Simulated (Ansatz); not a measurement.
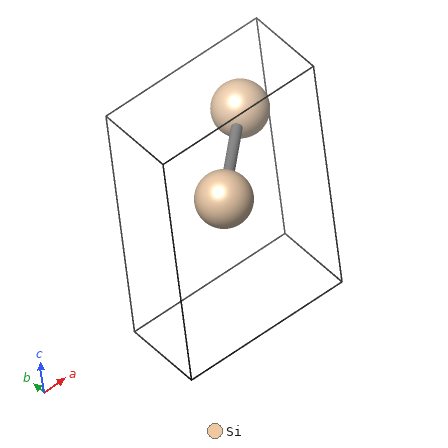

System: a slab cut from Si (slab content Si₂₀), space group Fd-3m (No. 227). The picture shows the bulk cell.

The given structure:
```
CELL_PARAMETERS angstrom
0.00000 2.71650 2.71650
2.71650 0.00000 2.71650
2.71650 2.71650 0.00000
ATOMIC_POSITIONS crystal
Si 0.50000 0.50000 0.50000
Si 0.75000 0.75000 0.75000
```

Input of one of the runs behind the figure:
```
crystal:
  lattice:
    - [3.8417168283, 0.0, 0.0]
    - [0.0, 9.4102459656, 0.0]
    - [0.0, 0.0, 24.9810731024]
  atoms:
    - { symbol: Si, position: [0.5, 0.1666666667, 0.3002272949] }
    - { symbol: Si, position: [0.5, 0.9166666667, 0.3002272949] }
    - { symbol: Si, position: [0.0, 0.8333333333, 0.3446212293] }
    - { symbol: Si, position: [0.0, 0.5833333333, 0.3446212293] }
    - { symbol: Si, position: [0.5, 0.5, 0.3890151638] }
    - { symbol: Si, position: [0.5, 0.25, 0.3890151638] }
    - { symbol: Si, position: [0.0, 0.1666666667, 0.4334090983] }
    - { symbol: Si, position: [0.0, 0.9166666667, 0.4334090983] }
    - { symbol: Si, position: [0.5, 0.8333333333, 0.4778030328] }
    - { symbol: Si, position: [0.5, 0.5833333333, 0.4778030328] }
    - { symbol: Si, position: [0.0, 0.5, 0.5221969672] }
    - { symbol: Si, position: [0.0, 0.25, 0.5221969672] }
    - { symbol: Si, position: [0.5, 0.1666666667, 0.5665909017] }
    - { symbol: Si, position: [0.5, 0.9166666667, 0.5665909017] }
    - { symbol: Si, position: [0.0, 0.8333333333, 0.6109848362] }
    - { symbol: Si, position: [0.0, 0.5833333333, 0.6109848362] }
    - { symbol: Si, position: [0.5, 0.5, 0.6553787707] }
    - { symbol: Si, position: [0.5, 0.25, 0.6553787707] }
    - { symbol: Si, position: [0.0, 0.1666666667, 0.6997727051] }
    - { symbol: Si, position: [0.0, 0.9166666667, 0.6997727051] }
basis:
  ecutwfc: 420
kpoints:
  mp_grid: { grid: [9, 4, 1] }
hamiltonian:
  xc: pbesol
scf:
  occupations: { method: gaussian, width: 0.05 }
output:
  forces: true
  eigenvalues: true
  write_density: true
  write_potential: true
  elf: true
  volumetric_format: npy
relax:
  adjacent_minimum: "off"
  f_tol: 0.02
  max_steps: 60
efield:
  axis: 3
  dipole_correction: true
  ramp_width: 0.04
```

Launched with:
```bash
ansatz run input.yaml --threads 2 --pin off --max-ram 5120MiB --backend cpu --events-out ev --progress --plain --runs-dir out
```

Computed with Ansatz 0.2.0: spacing and rumpling of the atomic planes of a slab cut from the relaxed bulk cell along the Miller plane (conventional indices), bottom to top, after all atoms relax, plane waves with PAW datasets, Γ-centred k mesh. Level: PBEsol, no spin polarisation.

space group in which the indices count 227; Miller index h 2; Miller index k 1; Miller index l 1; top plane Si; bottom plane Si; planes 10; surface cell (1, 1); slab thickness as cut 9.98 Å; vacuum 15 Å; surface area 36.15 Å²; surface a 3.842 Å; surface b 9.41 Å; surface angle 90 °; slab atoms 20; wave cutoff 420 eV; k mesh 9×4×1; occupations Gaussian; smearing width 0.05 eV; boundary dipole corrected.

Describe the result: the spacing change of each pair of planes. The cases: 1–2; 2–3; 3–4; 4–5; 5–6; 6–7; 7–8; 8–9; 9–10.

The least value, −0.248 Å, is that of 1–2 and 9–10, and the largest, 0.035 Å, that of 3–4 and 7–8. In rising order: 1–2 (−0.248), 9–10 (−0.248), 2–3 (−0.020), 8–9 (−0.020), 4–5 (−0.009), 6–7 (−0.009), 5–6 (0.005), 3–4 (0.035), 7–8 (0.035), in Å. The spacing to next, in Å, is 0.861 for 1–2, 1.089 for 2–3, 1.144 for 3–4, 1.100 for 4–5, 1.114 for 5–6, 1.100 for 6–7, 1.144 for 7–8, 1.089 for 8–9 and 0.861 for 9–10.

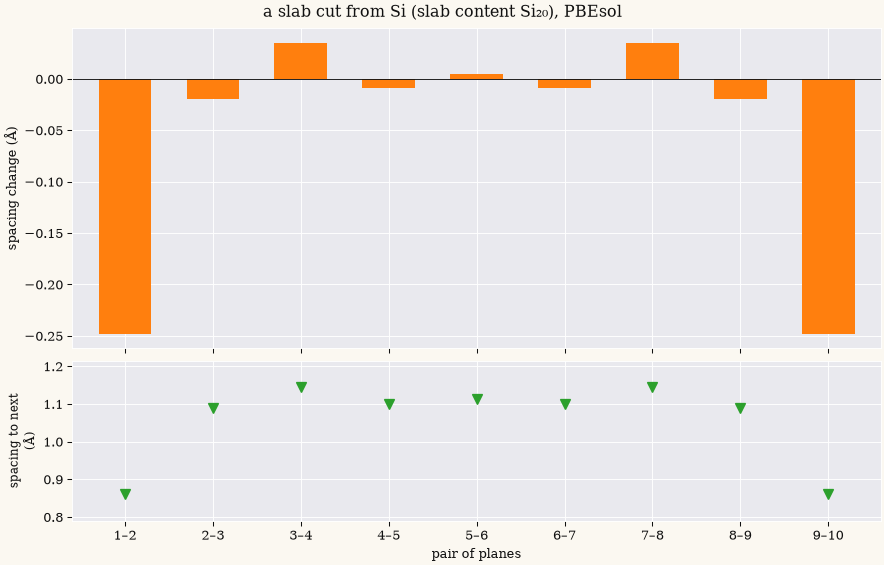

Note: a crossing between the sampled k points may be missed; polar or open-shell cut of an insulator, not reconstructed.
